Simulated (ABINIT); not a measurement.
**Cu: geometry relaxation (part 3 of 3)**

Cu (I4/mmm, 1 atom in the cell); Kohn-Sham DFT of a periodic cell, PW91, JTH PAW PBE v2.0, no spin polarisation (ABINIT 10.8.3); cutoff 843.55 eV, 10×10×10 k-mesh, fermi-dirac of 0.05 eV. The structure derives from a Materials Project entry.

Geometry of the input (Å; fractional positions):
```
-1.4428  1.4428  1.3761
1.4428  -1.4428  1.3761
1.4428  1.4428  -1.3761
Cu 0.0000  0.0000  0.0000
```

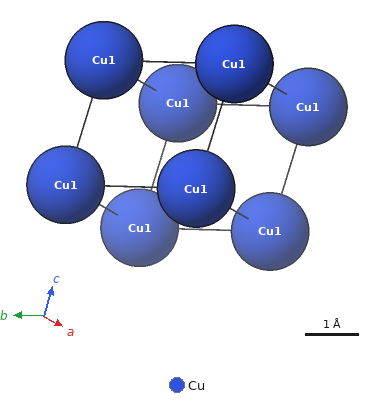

*The geometry at step 4 of the log (spheres-only view of the cell of the calculation, seen at an oblique angle; atoms are numbered from 1 in the order of the input).*

## What the program printed, continued
```
--- !ResultsGS
iteration_state: {dtset: 1, itime: 6, icycle: 1, }
comment   : Summary of ground state results
lattice_vectors:
- [ -2.8349700,   2.8349700,   2.5467795, ]
- [  2.8349700,  -2.8349700,   2.5467795, ]
- [  2.8349700,   2.8349700,  -2.5467795, ]
lattice_lengths: [   4.74976,    4.74976,    4.74976, ]
lattice_angles: [106.708, 106.708, 115.150, ] # degrees, (23, 13, 12)
lattice_volume:   8.1874427E+01
convergence: {deltae: -6.565E-12, res2:  1.405E-10, residm:  2.005E-03, diffor: null, }
etotal    :  -1.98101352E+02
entropy   :   0.00000000E+00
fermie    :   2.47674885E-01
cartesian_stress_tensor: # hartree/bohr^3
- [  3.46147234E-05,   0.00000000E+00,   0.00000000E+00, ]
- [  0.00000000E+00,   3.46147234E-05,   0.00000000E+00, ]
- [  0.00000000E+00,   0.00000000E+00,   4.35228054E-05, ]
pressure_GPa:  -1.1058E+00
xred      :
- [  0.0000E+00,   0.0000E+00,   0.0000E+00, Cu]
cartesian_forces: # hartree/bohr
- [ -0.00000000E+00,  -0.00000000E+00,  -0.00000000E+00, ]
force_length_stats: {min:   0.00000000E+00, max:   0.00000000E+00, mean:   0.00000000E+00, }
...

 Integrated electronic density in atomic spheres:
 ------------------------------------------------
 Atom  Sphere_radius  Integrated_density
    1        2.00090         17.35421306

---OUTPUT-----------------------------------------------------------------------

 Cartesian coordinates (xcart) [bohr]
  0.00000000000000E+00  0.00000000000000E+00  0.00000000000000E+00
 Reduced coordinates (xred)
  0.00000000000000E+00  0.00000000000000E+00  0.00000000000000E+00
 Cartesian forces (fcart) [Ha/bohr]; max,rms= 0.00000E+00 0.00000E+00 (free atoms)
 -0.00000000000000E+00 -0.00000000000000E+00 -0.00000000000000E+00
 Gradient of E wrt nuclear positions in reduced coordinates (gred)
 -0.00000000000000E+00 -0.00000000000000E+00 -0.00000000000000E+00
 Scale of Primitive Cell (acell) [bohr]
  4.74975743552119E+00  4.74975743552119E+00  4.74975743552119E+00
 Real space primitive translations (rprimd) [bohr]
 -2.83497002558980E+00  2.83497002558980E+00  2.54677945733501E+00
  2.83497002558980E+00 -2.83497002558980E+00  2.54677945733501E+00
  2.83497002558980E+00  2.83497002558980E+00 -2.54677945733501E+00
 Unitary Cell Volume (ucvol) [Bohr^3]=  8.18744267544189E+01
 Angles (23,13,12)= [degrees]
  1.06708421518934E+02  1.06708421518934E+02  1.15150498766153E+02
 Lengths [Bohr]
  4.74975743552120E+00  4.74975743552120E+00  4.74975743552120E+00
 Stress tensor in cartesian coordinates (strten) [Ha/bohr^3]
  3.46147233784289E-05  0.00000000000000E+00  0.00000000000000E+00
  0.00000000000000E+00  3.46147233784289E-05  0.00000000000000E+00
  0.00000000000000E+00  0.00000000000000E+00  4.35228053678738E-05
 Total energy (etotal) [Ha]= -1.98101351668696E+02

 Difference of energy with previous step (new-old):
           Absolute (Ha)=-2.85047E-05
           Relative     =-1.43889E-07

--- Iteration: ( 7/60) Internal Cycle: (1/1)
--------------------------------------------------------------------------------

---SELF-CONSISTENT-FIELD CONVERGENCE--------------------------------------------

--- !BeginCycle
iteration_state: {dtset: 1, itime: 7, icycle: 1, }
solver: {iscf: 17, nstep: 100, nline: 4, wfoptalg: 10, }
tolerances: {tolvrs: 1.00E-09, }
...

     iter   Etot(hartree)      deltaE(h)  residm     nres2
 ETOT  1  -198.10397408427    -1.981E+02 1.037E+03 2.852E+00
 ETOT  2  -198.11070145120    -6.727E-03 2.118E+00 7.762E+00
 ETOT  3  -198.10136913372     9.332E-03 4.147E-01 1.086E-01
 ETOT  4  -198.10136653911     2.595E-06 8.619E-02 7.910E-03
 ETOT  5  -198.10136441802     2.121E-06 1.775E-03 8.858E-05
 ETOT  6  -198.10136449247    -7.446E-08 1.801E-04 1.034E-05
 ETOT  7  -198.10136450954    -1.707E-08 1.422E-05 3.471E-06
 ETOT  8  -198.10136450596     3.585E-09 3.075E-06 2.343E-08
 ETOT  9  -198.10136450603    -7.310E-11 2.483E-07 1.814E-09
 ETOT 10  -198.10136450603    -5.969E-13 3.229E-07 1.305E-10

 At SCF step   10       nres2   =  1.30E-10 < tolvrs=  1.00E-09 =>converged.

 Cartesian components of stress tensor (hartree/bohr^3)
  sigma(1 1)= -1.14364743E-06  sigma(3 2)=  0.00000000E+00
  sigma(2 2)= -1.14364743E-06  sigma(3 1)=  0.00000000E+00
  sigma(3 3)= -2.53411123E-06  sigma(2 1)=  0.00000000E+00

--- !ResultsGS
iteration_state: {dtset: 1, itime: 7, icycle: 1, }
comment   : Summary of ground state results
lattice_vectors:
- [ -2.8300796,   2.8300796,   2.5343274, ]
- [  2.8300796,  -2.8300796,   2.5343274, ]
- [  2.8300796,   2.8300796,  -2.5343274, ]
lattice_lengths: [   4.73725,    4.73725,    4.73725, ]
lattice_angles: [106.631, 106.631, 115.315, ] # degrees, (23, 13, 12)
lattice_volume:   8.1193267E+01
convergence: {deltae: -5.969E-13, res2:  1.305E-10, residm:  3.229E-07, diffor: null, }
etotal    :  -1.98101365E+02
entropy   :   0.00000000E+00
fermie    :   2.51235105E-01
cartesian_stress_tensor: # hartree/bohr^3
- [ -1.14364743E-06,   0.00000000E+00,   0.00000000E+00, ]
- [  0.00000000E+00,  -1.14364743E-06,   0.00000000E+00, ]
- [  0.00000000E+00,   0.00000000E+00,  -2.53411123E-06, ]
pressure_GPa:   4.7284E-02
xred      :
- [  0.0000E+00,   0.0000E+00,   0.0000E+00, Cu]
cartesian_forces: # hartree/bohr
- [ -0.00000000E+00,  -0.00000000E+00,  -0.00000000E+00, ]
force_length_stats: {min:   0.00000000E+00, max:   0.00000000E+00, mean:   0.00000000E+00, }
...

 Integrated electronic density in atomic spheres:
 ------------------------------------------------
 Atom  Sphere_radius  Integrated_density
    1        2.00090         17.36087858

---OUTPUT-----------------------------------------------------------------------

 Cartesian coordinates (xcart) [bohr]
  0.00000000000000E+00  0.00000000000000E+00  0.00000000000000E+00
 Reduced coordinates (xred)
  0.00000000000000E+00  0.00000000000000E+00  0.00000000000000E+00
 Cartesian forces (fcart) [Ha/bohr]; max,rms= 0.00000E+00 0.00000E+00 (free atoms)
 -0.00000000000000E+00 -0.00000000000000E+00 -0.00000000000000E+00
 Gradient of E wrt nuclear positions in reduced coordinates (gred)
 -0.00000000000000E+00 -0.00000000000000E+00 -0.00000000000000E+00
 Scale of Primitive Cell (acell) [bohr]
  4.73724779912413E+00  4.73724779912413E+00  4.73724779912413E+00
 Real space primitive translations (rprimd) [bohr]
 -2.83007963010338E+00  2.83007963010338E+00  2.53432738312442E+00
  2.83007963010338E+00 -2.83007963010338E+00  2.53432738312442E+00
  2.83007963010338E+00  2.83007963010338E+00 -2.53432738312442E+00
 Unitary Cell Volume (ucvol) [Bohr^3]=  8.11932673292349E+01
 Angles (23,13,12)= [degrees]
  1.06630733468222E+02  1.06630733468222E+02  1.15315045735414E+02
 Lengths [Bohr]
  4.73724779912413E+00  4.73724779912413E+00  4.73724779912413E+00
 Stress tensor in cartesian coordinates (strten) [Ha/bohr^3]
 -1.14364743035444E-06  0.00000000000000E+00  0.00000000000000E+00
  0.00000000000000E+00 -1.14364743029893E-06  0.00000000000000E+00
  0.00000000000000E+00  0.00000000000000E+00 -2.53411123350700E-06
 Total energy (etotal) [Ha]= -1.98101364506031E+02

 Difference of energy with previous step (new-old):
           Absolute (Ha)=-1.28373E-05
           Relative     =-6.48019E-08

--- Iteration: ( 8/60) Internal Cycle: (1/1)
--------------------------------------------------------------------------------

---SELF-CONSISTENT-FIELD CONVERGENCE--------------------------------------------

--- !BeginCycle
iteration_state: {dtset: 1, itime: 8, icycle: 1, }
solver: {iscf: 17, nstep: 100, nline: 4, wfoptalg: 10, }
tolerances: {tolvrs: 1.00E-09, }
...

     iter   Etot(hartree)      deltaE(h)  residm     nres2
 ETOT  1  -198.10136989855    -1.981E+02 8.146E-02 7.151E-03
 ETOT  2  -198.10137898042    -9.082E-06 1.090E-04 1.194E-02
 ETOT  3  -198.10136542238     1.356E-05 1.965E-05 1.018E-03
 ETOT  4  -198.10136450956     9.128E-07 5.574E-06 5.236E-06
 ETOT  5  -198.10136454498    -3.542E-08 5.924E-07 2.145E-06
 ETOT  6  -198.10136454334     1.642E-09 1.016E-07 6.758E-07
 ETOT  7  -198.10136454262     7.257E-10 1.059E-08 5.598E-09
 ETOT  8  -198.10136454263    -1.100E-11 3.800E-10 5.664E-09
 ETOT  9  -198.10136454262     6.111E-12 1.706E-10 3.014E-10

 At SCF step    9       nres2   =  3.01E-10 < tolvrs=  1.00E-09 =>converged.

 Cartesian components of stress tensor (hartree/bohr^3)
  sigma(1 1)=  2.69218400E-08  sigma(3 2)=  0.00000000E+00
  sigma(2 2)=  2.69218401E-08  sigma(3 1)=  0.00000000E+00
  sigma(3 3)=  3.55151426E-07  sigma(2 1)=  0.00000000E+00

--- !ResultsGS
iteration_state: {dtset: 1, itime: 8, icycle: 1, }
comment   : Summary of ground state results
lattice_vectors:
- [ -2.8297242,   2.8297242,   2.5357634, ]
- [  2.8297242,  -2.8297242,   2.5357634, ]
- [  2.8297242,   2.8297242,  -2.5357634, ]
lattice_lengths: [   4.73759,    4.73759,    4.73759, ]
lattice_angles: [106.648, 106.648, 115.279, ] # degrees, (23, 13, 12)
lattice_volume:   8.1218871E+01
convergence: {deltae:  6.111E-12, res2:  3.014E-10, residm:  1.706E-10, diffor: null, }
etotal    :  -1.98101365E+02
entropy   :   0.00000000E+00
fermie    :   2.51105091E-01
cartesian_stress_tensor: # hartree/bohr^3
- [  2.69218400E-08,   0.00000000E+00,   0.00000000E+00, ]
- [  0.00000000E+00,   2.69218401E-08,   0.00000000E+00, ]
- [  0.00000000E+00,   0.00000000E+00,   3.55151426E-07, ]
pressure_GPa:  -4.0110E-03
xred      :
- [  0.0000E+00,   0.0000E+00,   0.0000E+00, Cu]
cartesian_forces: # hartree/bohr
- [ -0.00000000E+00,  -0.00000000E+00,  -0.00000000E+00, ]
force_length_stats: {min:   0.00000000E+00, max:   0.00000000E+00, mean:   0.00000000E+00, }
...

 Integrated electronic density in atomic spheres:
 ------------------------------------------------
 Atom  Sphere_radius  Integrated_density
    1        2.00090         17.35983402

---OUTPUT-----------------------------------------------------------------------

 Cartesian coordinates (xcart) [bohr]
  0.00000000000000E+00  0.00000000000000E+00  0.00000000000000E+00
 Reduced coordinates (xred)
  0.00000000000000E+00  0.00000000000000E+00  0.00000000000000E+00
 Cartesian forces (fcart) [Ha/bohr]; max,rms= 0.00000E+00 0.00000E+00 (free atoms)
 -0.00000000000000E+00 -0.00000000000000E+00 -0.00000000000000E+00
 Gradient of E wrt nuclear positions in reduced coordinates (gred)
 -0.00000000000000E+00 -0.00000000000000E+00 -0.00000000000000E+00
 Scale of Primitive Cell (acell) [bohr]
  4.73759162571156E+00  4.73759162571157E+00  4.73759162571156E+00
 Real space primitive translations (rprimd) [bohr]
 -2.82972423662323E+00  2.82972423662323E+00  2.53576337645026E+00
  2.82972423662324E+00 -2.82972423662324E+00  2.53576337645026E+00
  2.82972423662324E+00  2.82972423662324E+00 -2.53576337645026E+00
 Unitary Cell Volume (ucvol) [Bohr^3]=  8.12188705059433E+01
 Angles (23,13,12)= [degrees]
  1.06647647170042E+02  1.06647647170042E+02  1.15279197042752E+02
 Lengths [Bohr]
  4.73759162571156E+00  4.73759162571157E+00  4.73759162571156E+00
 Stress tensor in cartesian coordinates (strten) [Ha/bohr^3]
  2.69218399934212E-08  0.00000000000000E+00  0.00000000000000E+00
  0.00000000000000E+00  2.69218400628102E-08  0.00000000000000E+00
  0.00000000000000E+00  0.00000000000000E+00  3.55151425768252E-07
 Total energy (etotal) [Ha]= -1.98101364542620E+02

 Difference of energy with previous step (new-old):
           Absolute (Ha)=-3.65894E-08
           Relative     =-1.84700E-10

 At Broyd/MD step   8, gradients are converged :
  max grad (force/stress) = 3.5515E-05 < tolmxf= 2.0000E-04 ha/bohr (free atoms)

================================================================================

 ----iterations are completed or convergence reached----

 Mean square residual over all n,k,spin=   20.251E-13; max=  17.064E-11
 reduced coordinates (array xred) for    1 atoms
       0.000000000000      0.000000000000      0.000000000000
 rms dE/dt=  0.0000E+00; max dE/dt=  0.0000E+00; dE/dt below (all hartree)
    1       0.000000000000      0.000000000000      0.000000000000

 cartesian coordinates (angstrom) at end:
    1      0.00000000000000     0.00000000000000     0.00000000000000

 cartesian forces (hartree/bohr) at end:
    1     -0.00000000000000    -0.00000000000000    -0.00000000000000
 frms,max,avg= 0.0000000E+00 0.0000000E+00   0.000E+00  0.000E+00  0.000E+00 h/b

 cartesian forces (eV/Angstrom) at end:
    1     -0.00000000000000    -0.00000000000000    -0.00000000000000
 frms,max,avg= 0.0000000E+00 0.0000000E+00   0.000E+00  0.000E+00  0.000E+00 e/A
 length scales=  4.737591625712  4.737591625712  4.737591625712 bohr
              =  2.507025521191  2.507025521191  2.507025521191 angstroms
 Fermi (or HOMO) energy (hartree) =   0.25111   Average Vxc (hartree)=  -0.43788
 Eigenvalues (hartree) for nkpt= 102  k points:
 kpt#   1, nband= 14, wtk=  0.00100, kpt=  0.0000  0.0000  0.0000 (reduced coord)
  -3.88445   -2.31790   -2.31757   -2.31757   -0.08839    0.12885    0.14496    0.14496
   0.16415    0.18137    1.11742    1.11742    1.24438    1.24574
      occupation numbers for kpt#   1
   2.00000    2.00000    2.00000    2.00000    2.00000    2.00000    2.00000    2.00000
   2.00000    2.00000    0.00000    0.00000    0.00000    0.00000
 prteigrs : prtvol=0 or 1, do not print more k-points.

--- !EnergyTerms
iteration_state     : {dtset: 1, itime: 8, icycle: 1, }
comment             : Components of total free energy in Hartree
kinetic             :  1.09693116087547E+01
hartree             :  4.18115035276342E+01
xc                  : -2.74828162518610E+00
Ewald energy        : -1.20346698556471E+02
psp_core            :  8.70511882018356E+00
local_psp           : -1.04111969427877E+02
PAW spherical_terms : -3.23801336144454E+01
internal            : -1.98101149267407E+02
'-kT*entropy'       : -2.12284142493609E-04
total_energy        : -1.98101361551549E+02
total_energy_eV     : -5.39061266503393E+03
...

--- !EnergyTermsDC
iteration_state     : {dtset: 1, itime: 8, icycle: 1, }
comment             : '"Double-counting" decomposition of free energy'
band_energy         : -2.01346979412237E+01
Ewald energy        : -1.20346698556471E+02
psp_core            :  8.70511882018356E+00
xc_dc               : -4.10151438470301E+01
PAW spherical_terms : -2.53097307339364E+01
internal            : -1.98101152258478E+02
'-kT*entropy'       : -2.12284142493609E-04
total_energy_dc     : -1.98101364542620E+02
total_energy_dc_eV  : -5.39061274642512E+03
...

--- !EnergyTermsWithPAWCore
iteration_state     : {dtset: 1, itime: 8, icycle: 1, }
comment             : 'Components of total free energy, including PAW core contributions'
Total energy        : -1.65539239664027E+03
Total energy DC     : -1.65539239963134E+03
Total energy (eV)   : -4.50455218936386E+04
Total energy DC (eV): -4.50455219750298E+04
...

 Cartesian components of stress tensor (hartree/bohr^3)
  sigma(1 1)=  2.69218400E-08  sigma(3 2)=  0.00000000E+00
  sigma(2 2)=  2.69218401E-08  sigma(3 1)=  0.00000000E+00
  sigma(3 3)=  3.55151426E-07  sigma(2 1)=  0.00000000E+00

-Cartesian components of stress tensor (GPa)         [Pressure= -4.0110E-03 GPa]
- sigma(1 1)=  7.92067879E-04  sigma(3 2)=  0.00000000E+00
- sigma(2 2)=  7.92067881E-04  sigma(3 1)=  0.00000000E+00
- sigma(3 3)=  1.04489157E-02  sigma(2 1)=  0.00000000E+00

== END DATASET(S) ==============================================================
================================================================================

 -outvars: echo values of variables after computation  --------
            acell      4.7375916257E+00  4.7375916257E+00  4.7375916257E+00 Bohr
           etotal     -1.9810136454E+02
            fcart     -0.0000000000E+00 -0.0000000000E+00 -0.0000000000E+00
            rprim     -5.9729171701E-01  5.9729171701E-01  5.3524313128E-01
                       5.9729171701E-01 -5.9729171701E-01  5.3524313128E-01
                       5.9729171701E-01  5.9729171701E-01 -5.3524313128E-01
           strten      2.6921839993E-08  2.6921840063E-08  3.5515142577E-07
                       0.0000000000E+00  0.0000000000E+00  0.0000000000E+00
 Calculation completed.
```

## Trajectory as extended XYZ (Å, eV, eV/Å), 8 frames, from step=0 to step=7
```
1
Lattice="-1.4428 1.4428 1.3761 1.4428 -1.4428 1.3761 1.4428 1.4428 -1.3761" Properties=species:S:1:pos:R:3:forces:R:3 step=0 energy=-5390.59645
Cu    0.0000    0.0000    0.0000    0.0000   0.0000   0.0000
1
Lattice="-1.4545 1.4545 1.3849 1.4545 -1.4545 1.3849 1.4545 1.4545 -1.3849" Properties=species:S:1:pos:R:3:forces:R:3 step=1 energy=-5390.60549
Cu    0.0000    0.0000    0.0000    0.0000   0.0000   0.0000
1
Lattice="-1.4687 1.4687 1.3905 1.4687 -1.4687 1.3905 1.4687 1.4687 -1.3905" Properties=species:S:1:pos:R:3:forces:R:3 step=2 energy=-5390.60927
Cu    0.0000    0.0000    0.0000    0.0000   0.0000   0.0000
1
Lattice="-1.4734 1.4734 1.3871 1.4734 -1.4734 1.3871 1.4734 1.4734 -1.3871" Properties=species:S:1:pos:R:3:forces:R:3 step=3 energy=-5390.60979
Cu    0.0000    0.0000    0.0000    0.0000   0.0000   0.0000
1
Lattice="-1.4948 1.4948 1.3618 1.4948 -1.4948 1.3618 1.4948 1.4948 -1.3618" Properties=species:S:1:pos:R:3:forces:R:3 step=4 energy=-5390.61162
Cu    0.0000    0.0000    0.0000    0.0000   0.0000   0.0000
1
Lattice="-1.5002 1.5002 1.3477 1.5002 -1.5002 1.3477 1.5002 1.5002 -1.3477" Properties=species:S:1:pos:R:3:forces:R:3 step=5 energy=-5390.61240
Cu    0.0000    0.0000    0.0000    0.0000   0.0000   0.0000
1
Lattice="-1.4976 1.4976 1.3411 1.4976 -1.4976 1.3411 1.4976 1.4976 -1.3411" Properties=species:S:1:pos:R:3:forces:R:3 step=6 energy=-5390.61275
Cu    0.0000    0.0000    0.0000    0.0000   0.0000   0.0000
1
Lattice="-1.4974 1.4974 1.3419 1.4974 -1.4974 1.3419 1.4974 1.4974 -1.3419" Properties=species:S:1:pos:R:3:forces:R:3 step=7 energy=-5390.61275
Cu    0.0000    0.0000    0.0000    0.0000   0.0000   0.0000
```
